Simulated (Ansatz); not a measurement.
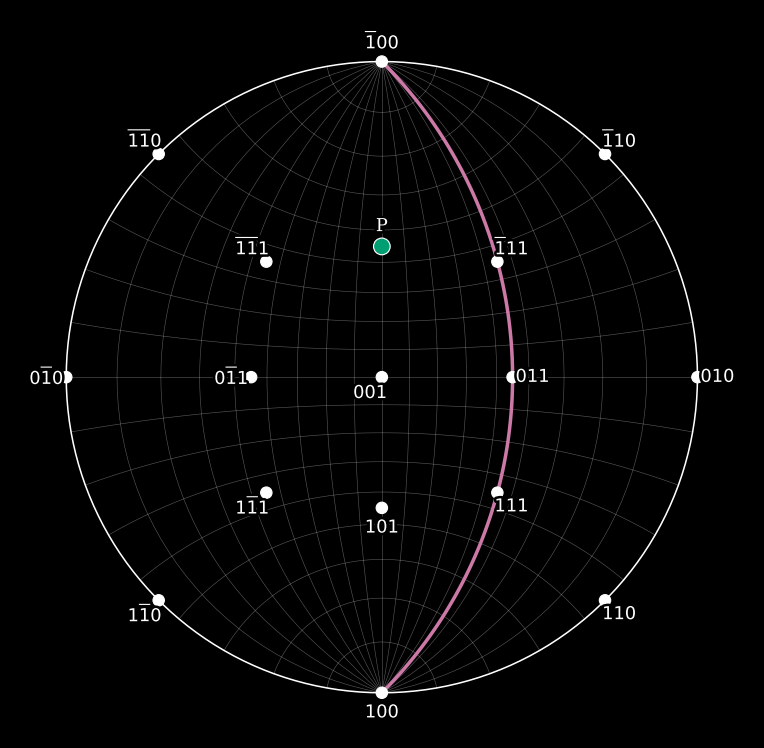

Crystal: Zn, the end point of a relaxation with DFT, revPBE, plane waves (420 eV) with PAW, scalar-relativistic (Ansatz 0.2.0); the starting structure was generated, so it need not be a known form of this composition. Stereographic projection of plane normals (upper hemisphere) centred on (0 0 1). The drawing is computed from the coordinates (standard cell, symmetry found to 0.002 Å).

a = 5.931 Å, b = 5.931 Å, c = 5.931 Å, α = 90.00°, β = 90.00°, γ = 90.00°.

> Index the pole marked P.

P is (−1 0 1), 45.0° from the centre.

> Which zone does the coloured great circle trace?

The zone [0 1 −1]: its poles satisfy k − l = 0.

> What is the angle between the normals of (0 −1 0) and (1 1 1), and what are their d_hkl = 1/|g|?

125.3°; d = 5.931 Å and 3.424 Å.
